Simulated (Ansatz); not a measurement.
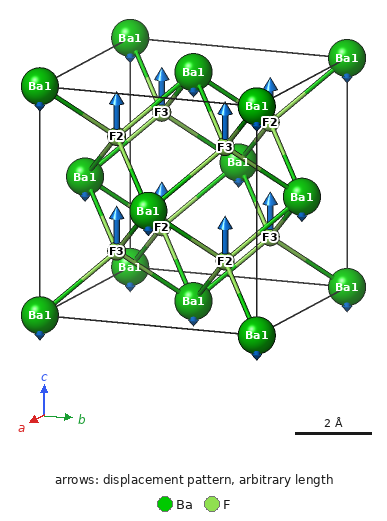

The lowest optical mode of solid BaF2 relaxed at 1 GPa, space group Fm-3m (No. 225), at the zone centre. Displacements are drawn as blue arrows; their common scale and sign are arbitrary. A ball-and-stick model of the conventional cell (4 times the calculation's cell), seen slightly off an axis. Lengths and directions refer to the drawn axes.

The calculation used DFT PBE, scalar-relativistic, plane waves, PAW (Ansatz 0.2.0).

The input:
```yaml
crystal:
  lattice:
    - [0.0, 3.1049090439, 3.1049090439]
    - [3.1049090439, 0.0, 3.1049090439]
    - [3.1049090439, 3.1049090439, 0.0]
  atoms:
    - { symbol: Ba, position: [0.0, 0.0, 0.0] }
    - { symbol: F, position: [0.25, 0.25, 0.25] }
    - { symbol: F, position: [0.75, 0.75, 0.75] }
basis:
  ecutwfc: 420
kpoints:
  mp_grid: { grid: [6, 6, 6] }
hamiltonian:
  xc: pbe
scf:
  occupations: { method: fixed }
output:
  eigenvalues: true
phonons:
  method: dfpt
  dielectric: true
  rigid_motions: translations
  eigenvectors: true
```

Command:
```bash
ansatz run input.yaml --threads 1 --pin off --max-ram 1228MiB --backend cpu --events-out ev --progress --plain --runs-dir out
```

Frequencies are those without the non-analytic (LO–TO) term.

Is this crystal at a minimum with respect to the drawn distortion?

Answer. Yes: this softest mode has a real frequency, and so have all others here. That speaks for this wave vector alone: the rest of the zone wasn't checked in this run. This is the T₁u mode (triply degenerate; one member of the set is drawn) at 172 cm⁻¹, the lowest optical level, infrared-active by symmetry. The F sublattice moves against the Ba sublattice, along c; the kinetic energy is shared as F 78 %, Ba 22 %. Its infrared intensity is 16 (D/Å)²/amu for the set. The value is the transverse one; the longitudinal partner lies at 330 cm⁻¹.
